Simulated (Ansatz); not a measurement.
## Al₂Cu: 5 runs along one coordinate

System: Al₂Cu (I4/mmm, 3 atoms in the cell).
Method: DFT r2SCAN, scalar-relativistic, plane waves, PAW, no spin polarisation (Ansatz 0.2.0).

The 5 runs differ only in the geometry, by a strain of the cell at fixed fractional positions. Against run 3, the strain is εzz = η. The structure derives from a Materials Project entry.

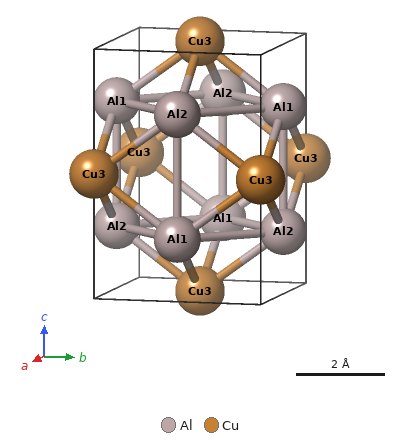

Figure 1. The structure of run 3 (ball-and-stick view of the cell 2 times as large as that of the calculation, set on its symmetry axes, seen slightly off an axis; atoms are numbered from 1 in the order of the input). An atom can appear more than once, as a periodic image.

### Input of run 3
```yaml
crystal:
  lattice:
    - [-1.9665367913, 1.9665367913, 2.8669875134]
    - [1.9665367913, -1.9665367913, 2.8669875134]
    - [1.9665367913, 1.9665367913, -2.8669875134]
  atoms:
    - { symbol: Al, position: [0.75, 0.25, 0.5] }
    - { symbol: Al, position: [0.25, 0.75, 0.5] }
    - { symbol: Cu, position: [0.5, 0.5, 0.0] }
basis:
  ecutwfc: 500
kpoints:
  mp_grid: { grid: [16, 16, 16] }
hamiltonian:
  xc: r2scan
scf:
  occupations: { method: gaussian, width: 0.15 }
output:
  forces: true
  stress: true
  eigenvalues: true
```

Command:
```bash
ansatz run input.yaml --threads 2 --pin off --max-ram 5120MiB --backend cpu --events-out ev --progress --plain --runs-dir out
```

Lattice vectors (Å) and fractional positions of run 3:
```
  -1.966537    1.966537    2.866988
   1.966537   -1.966537    2.866988
   1.966537    1.966537   -2.866988
Al  0.750000  0.250000  0.500000
Al  0.250000  0.750000  0.500000
Cu  0.500000  0.500000  0.000000
```

Run 4 differs from it as follows:
```diff
-    - [-1.9665367913, 1.9665367913, 2.8669875134]
-    - [1.9665367913, -1.9665367913, 2.8669875134]
-    - [1.9665367913, 1.9665367913, -2.8669875134]
+    - [-1.9665367913, 1.9665367913, 2.9099923261]
+    - [1.9665367913, -1.9665367913, 2.9099923261]
+    - [1.9665367913, 1.9665367913, -2.9099923261]
```

### Results, with one run withheld

| run | strain parameter η (%) | free energy per atom, from the lowest run given (meV) | pressure (GPa) |
| --- | --- | --- | --- |
| 1 | −3.0000 | 29.25 | 11.94 |
| 2 | −1.5000 | 15.28 | 9.63 |
| 3 | 0.0000 | 6.06 | 7.51 |
| 4 | 1.5000 | ? | ? |
| 5 | 3.0000 | 0.00 | 3.78 |

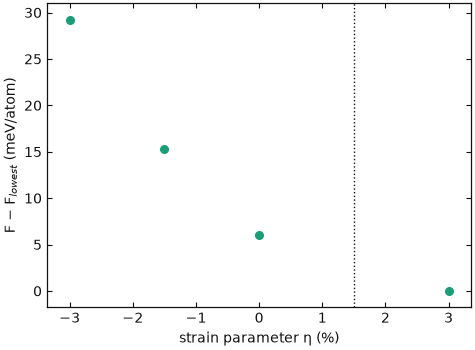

Figure 2. Free energy per atom of the runs given; the dotted line marks run 4.

Estimate the energy of run 4 from the others.

A quadratic polynomial in the coordinate, fitted to the 4 runs given, misses them by at most 0.14 meV per atom. With x = η + 0.3750, it reads F = 7.917 − 5.5845 x + 0.96111 x² (meV per atom). At run 4 it gives 0.82 meV per atom, and the run itself gives 1.10. The fit has its minimum at η = 2.5302 %.

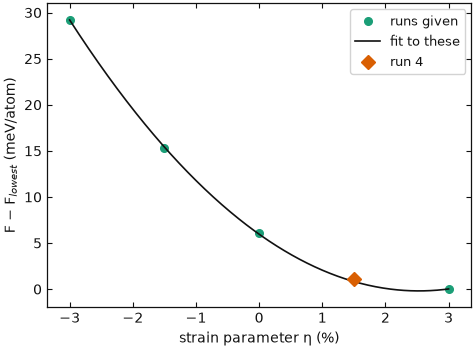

Figure 3. The fit and the withheld run.

### Output, shortened to warnings, some set-up lines, iterations and results (run 4)
```
Basis set: ecut = 500 eV, 1147 PW (Γ), exchange–correlation on 120×120×120 points (64 copies of the dense FFT grid, shifted against one another)
Symmetry: 16 space group operations
k-points: 349 of 4096
Initial density: superposition of atomic densities (neutral atoms: chi_scale 0, normalization atom), corrected by the library's trained network
[...]
SCF iter   1: F=—  HF=-7712.633377 eV  |F-HF|=—  |Δ(HF+E_count)|=         —  Δρ=2.22e-2  dr2=1.63e-1  dr2_τ=1.32e-2  ethr=1.77e-3  ⟨swp⟩=5.1  Hψ=30089  notcnv=0
SCF iter   2: F=—  HF=-7712.664608 eV  |F-HF|=—  |Δ(HF+E_count)|=   3.12e-2  Δρ=1.75e-2  dr2=6.74e-2  dr2_τ=7.95e-4  ethr=6.50e-4  ⟨swp⟩=2.0  Hψ=12697  notcnv=0  defer=87
SCF iter   3: F=—  HF=-7712.642908 eV  |F-HF|=—  |Δ(HF+E_count)|=   2.17e-2  Δρ=4.36e-3  dr2=1.16e-2  dr2_τ=2.90e-5  ethr=2.70e-4  ⟨swp⟩=2.0  Hψ=9901  notcnv=0  defer=87
SCF iter   4: F=—  HF=-7712.639969 eV  |F-HF|=—  |Δ(HF+E_count)|=   2.94e-3  Δρ=1.44e-3  dr2=6.05e-4  dr2_τ=9.78e-6  ethr=4.64e-5  ⟨swp⟩=1.0  Hψ=8727  notcnv=0  defer=85
SCF iter   5: F=—  HF=-7712.640085 eV  |F-HF|=—  |Δ(HF+E_count)|=   1.15e-4  Δρ=5.81e-4  dr2=1.75e-4  dr2_τ=7.91e-7  ethr=2.42e-6  ⟨swp⟩=2.0  Hψ=7751  notcnv=0  defer=85
SCF iter   6: F=—  HF=-7712.640067 eV  |F-HF|=—  |Δ(HF+E_count)|=   1.73e-5  Δρ=2.32e-4  dr2=3.09e-5  dr2_τ=9.95e-8  ethr=7.00e-7  ⟨swp⟩=2.0  Hψ=8864  notcnv=0  defer=85
SCF iter   7: F=—  HF=-7712.640063 eV  |F-HF|=—  |Δ(HF+E_count)|=   4.51e-6  Δρ=7.59e-5  dr2=3.59e-6  dr2_τ=1.24e-8  ethr=1.23e-7  ⟨swp⟩=1.4  Hψ=7083  notcnv=0  defer=85
SCF iter   8: F=—  HF=-7712.640063 eV  |F-HF|=—  |Δ(HF+E_count)|=   6.45e-9  Δρ=1.73e-5  dr2=1.78e-7  dr2_τ=6.12e-10  ethr=1.43e-8  ⟨swp⟩=2.2  Hψ=8152  notcnv=0  defer=85
SCF iter   9: F=-7712.640063 eV  HF=-7712.640063 eV  |F-HF|=2.21e-9  |Δ(HF+E_count)|=   3.01e-8  Δρ=2.74e-6  dr2=4.34e-9  dr2_τ=2.32e-11  ethr=4.00e-10  ⟨swp⟩=4.9  Hψ=20552  …
SCF 1 converged in 9 iterations: F = -7712.640063 eV  dr2 = 4.34e-9
SCF converged after 9 iterations
Free energy (F): -7712.640063 eV
Harris-Foulkes:  -7712.640063 eV  (|F-HF|=2.21e-9)
Internal energy: -7712.631147 eV  (E = F + TS)
E sigma→0 (E₀):  -7712.635605 eV
Entropy (-TS):   -0.008916 eV (-2.972 meV/atom)
Fermi energy:    9.898038 eV
--- Per-component energies (eV) ---
  E_band       = -507.037570
  E_kinetic    = 348.601333
  E_local      = -5832.051703  (includes V_loc(G=0)·N_el)
  E_nonlocal   = 404.285048
  E_hartree    = 2616.582061
  E_xc         = -159.935569
  E_vxc        = -191.626039  (∫ρ·V_xc dr)
  E_paw        = -2615.635600  (= ΣΔE_a)
  E_vpaw       = -481.657024  (= ΣTr[D̂ρ^β])
  E_aug_tail   = 0.000143  (compensation charges beyond the density's cutoff)
  E_vtau       = 12.252377  (kinetic-family band-sum trace: ∫τ·v_τ [+ j·A + Jᵃ·Aᵃ] dr)
  E_ewald      = -2474.055537
  E_core_change = -0.421324  (= ΣΔE_core)
  E_smearing   = -0.008916  (= −TS)
  E_closure    = -0.000000  (closes the sum)
  Σ components = -7712.640063   (vs F -7712.640063, Δ=0.00e0)
--- Forces (eV/Å), atoms counted from 1 ---
  atom   1  Al     0.00000000     0.00000000     0.00000000
  atom   2  Al     0.00000000     0.00000000     0.00000000
  atom   3  Cu     0.00000000    -0.00000000     0.00000000
  max |Σ_I F_I| component: 7.57e-29 eV/Å
--- Stress (GPa, compression-positive) ---
        7.275788      -0.000000      -0.000000
       -0.000000       7.275788       0.000000
        0.000000      -0.000000       2.146700
  P = ⅓ Tr σ = 5.5661 GPa (55.661 kbar)
```
